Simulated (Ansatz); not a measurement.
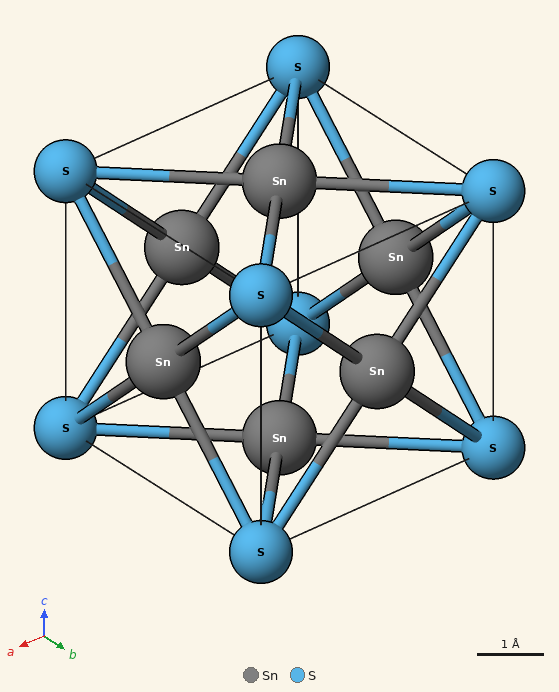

The starting point is a symmetric starting cell of Sn$_{3}$S (made from another compound by putting S in place of Se). A ball-and-stick model of the cell of the calculation, seen from a free direction.

Method: Ansatz 0.2.0, DFT PBEsol, scalar-relativistic, plane waves, PAW. Settings: plane-wave cutoff 420 eV; k-point mesh 10 × 10 × 10; occupations gaussian; smearing width 0.1 eV; no spin polarisation.

Now this is done to it. All lengths are scaled by −1.4 % (volume −4.0 %), the atoms keeping their fractional coordinates. No relaxation follows. The starting cell wasn't computed here and needn't be at equilibrium, so pressure and forces aren't due to the change alone.

Input file:
```yaml
crystal:
  lattice:
    - [4.5986244512, 0.0, 0.0]
    - [0.0, 4.5986244512, 0.0]
    - [0.0, 0.0, 4.5986244512]
  atoms:
    - { symbol: Sn, position: [0.0, 0.5, 0.5] }
    - { symbol: Sn, position: [0.5, 0.0, 0.5] }
    - { symbol: Sn, position: [0.5, 0.5, 0.0] }
    - { symbol: S, position: [0.0, 0.0, 0.0] }
basis:
  ecutwfc: 420
kpoints:
  mp_grid: { grid: [10, 10, 10] }
hamiltonian:
  xc: pbesol
scf:
  occupations: { method: gaussian, width: 0.1 }
output:
  forces: true
  stress: true
  eigenvalues: true
```

Run as
```bash
ansatz run input.yaml --threads 1 --pin off --max-ram 1331MiB --backend cpu --events-out ev --progress --plain --runs-dir out
```

Predict the response.

The pressure is −0.4 GPa (not all of it need come from the change, since the unchanged cell can be under pressure at this level too). All forces vanish by symmetry. Some distances before and after: S–Sn 3.297 → 3.252 Å. The space group stays Pm-3m (No. 221).

The changed structure in the same view:

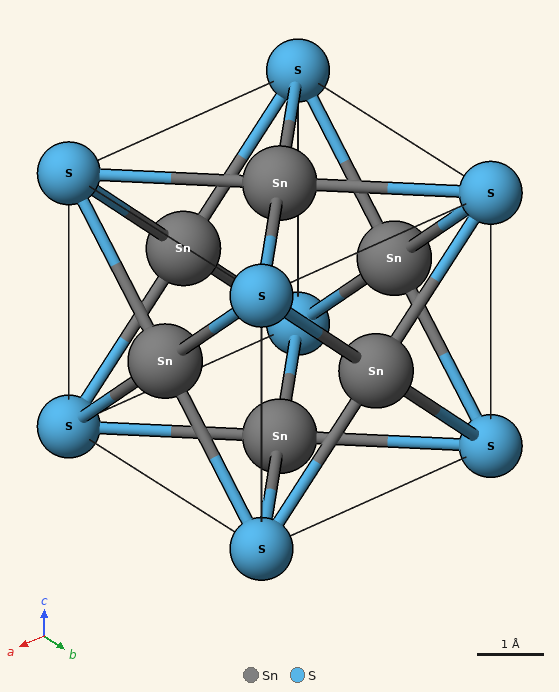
